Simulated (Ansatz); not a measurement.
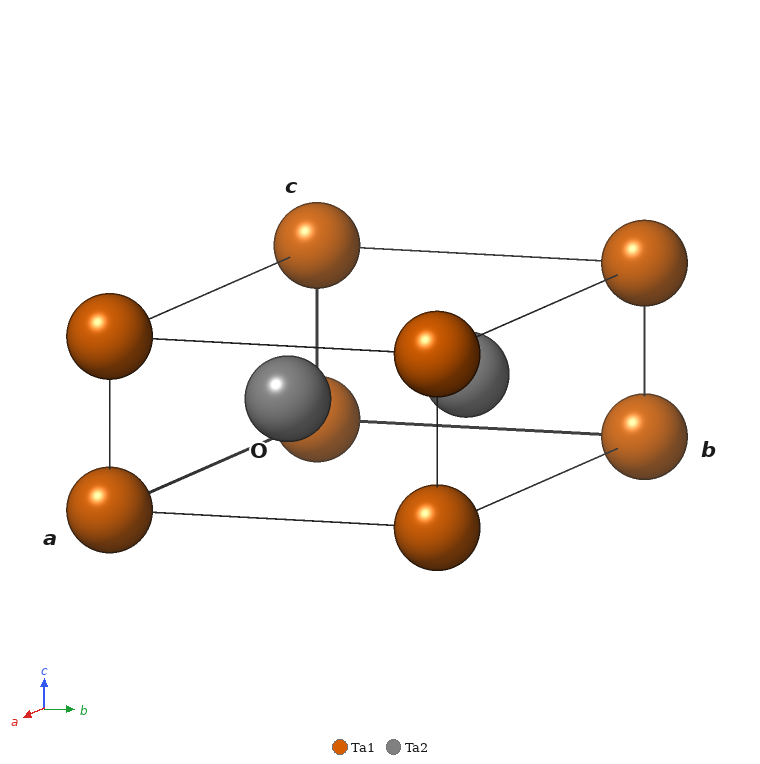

Crystal: Ta, the input geometry of an electronic-structure calculation (not necessarily at equilibrium); the starting structure was generated, so it need not be a known form of this composition. One unit cell; atoms that symmetry makes equivalent share a colour (atoms on faces, edges and corners are repeated). All values are computed from the atomic coordinates in the standard setting (tolerance 0.002 Å).

a = 4.922 Å, b = 4.922 Å, c = 2.754 Å, α = 90.00°, β = 90.00°, γ = 120.00°; space group P6/mmm (No. 191).

One atom of each site: Ta1 (0, 0, 0); Ta2 (1/3, 2/3, 1/2).

### Give the multiplicity, Wyckoff letter and site symmetry of each site.

| site | Wyckoff | symmetry |
| --- | --- | --- |
| Ta1 | 1a | 6/mmm |
| Ta2 | 2d | -6m2 |

### How many free positional parameters does the structure have?

0: Ta1 0, Ta2 0.
